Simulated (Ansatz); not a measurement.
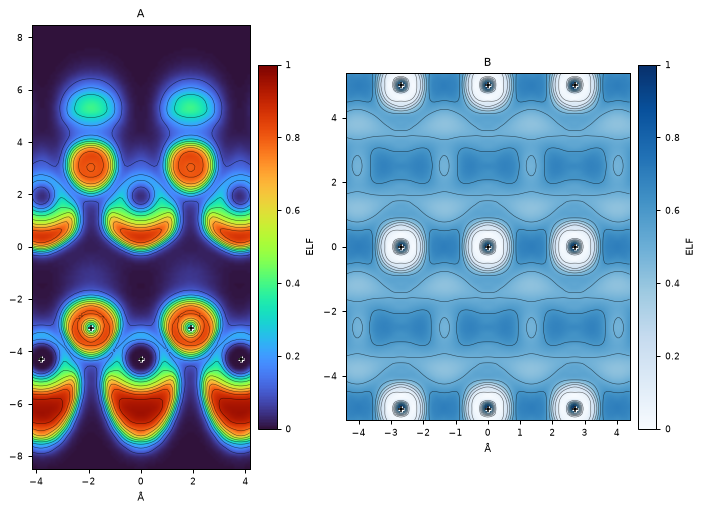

The ELF of 2 systems, each on a plane through atoms (crosses mark nuclei in the plane).

Computed with Ansatz 0.2.0, DFT PBE+D3(BJ), scalar-relativistic, plane waves, PAW.

System 1: Al, the (010) plane of the conventional cell. Space group P6₃/mmc; a point of a scan over the structure, not its minimum; a structure from a database of computed crystals, not necessarily the ambient phase; computed pressure about 2 GPa in this cell; PAW files of the earlier set (soft_1).

```
CELL_PARAMETERS angstrom
2.69620 0.00000 0.00000
-1.34810 2.33498 0.00000
0.00000 0.00000 10.03950
ATOMIC_POSITIONS crystal
Al 0.00000 0.00000 0.00000
Al 0.33333 0.66667 0.25000
Al 0.00000 0.00000 0.50000
Al 0.66667 0.33333 0.75000
```

System 2: SnO (slab), the (100) plane of the calculation cell, a cut from vacuum to vacuum. A point of a scan over the structure, not its minimum; PAW files of the earlier set (soft_1).

```yaml
crystal:
  lattice:
    - [3.82015, 0.00030, 0.00000]
    - [-0.00030, 3.82015, 0.00000]
    - [0.00000, 0.00000, 22.22608]
  atoms:
    - { symbol: Sn, position: [0.99995, 0.99995, 0.20246] }
    - { symbol: O, position: [0.99995, 0.49995, 0.25562] }
    - { symbol: O, position: [0.49995, 0.99995, 0.25562] }
    - { symbol: Sn, position: [0.49995, 0.49995, 0.30878] }
    - { symbol: Sn, position: [0.87495, 0.99995, 0.48200] }
    - { symbol: O, position: [0.87495, 0.49995, 0.53516] }
    - { symbol: O, position: [0.37495, 0.99995, 0.53516] }
    - { symbol: Sn, position: [0.37495, 0.49995, 0.58832] }
```

Which map belongs to which system?

Panel A is system 2, SnO: the plane holds Sn and O. Sn–O (2.25 Å): the ELF peaks at about 0.85 in the valence shell of O, 0.6 Å from its nucleus, and is about 0.20 at the midpoint (no localised pair shows between them). Panel B is system 1, Al: the plane holds Al. Al–Al (2.70 Å): the ELF peaks at about 0.70 between the atoms.
